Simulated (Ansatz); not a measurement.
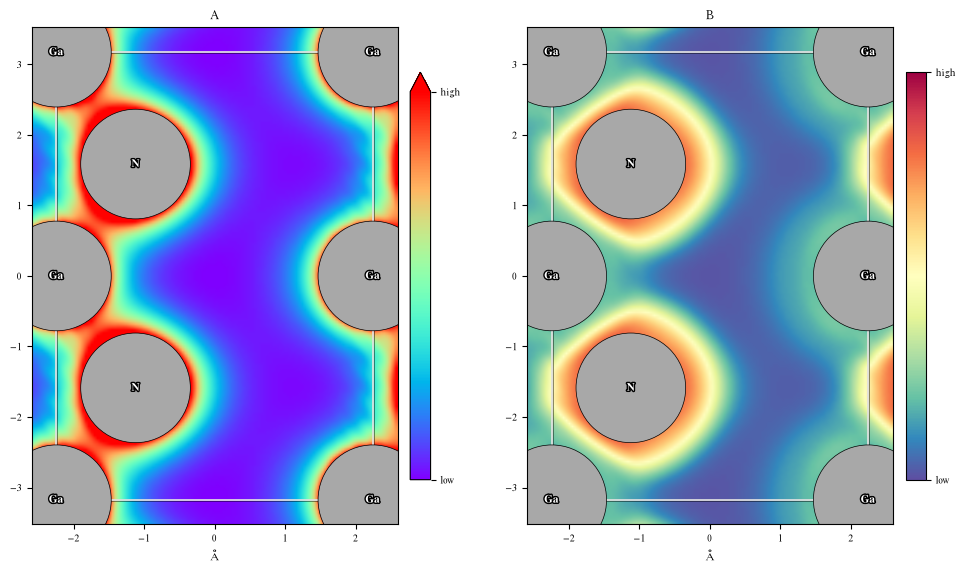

GaN: 2 fields on the (110) plane of the conventional cell, with unlabelled colour scales. Grey discs cover the atomic cores.

Space group F-43m; a structure from a database of computed crystals, not necessarily the ambient phase; started from the BN-160 prototype, which need not be the ambient phase.

Computed with DFT, r2SCAN+rVV10, plane waves, PAW (Ansatz).

**The panels show electron localisation function and valence pseudo-density in some order. Assign them.**

Panel A: valence pseudo-density. Panel B: electron localisation function. From the grid: Ga–N (1.94 Å): ρ at the midpoint is about 0.75 e/Å³; the ELF peaks at about 0.85 in the valence shell of N, 0.7 Å from its nucleus, and is about 0.50 at the midpoint.
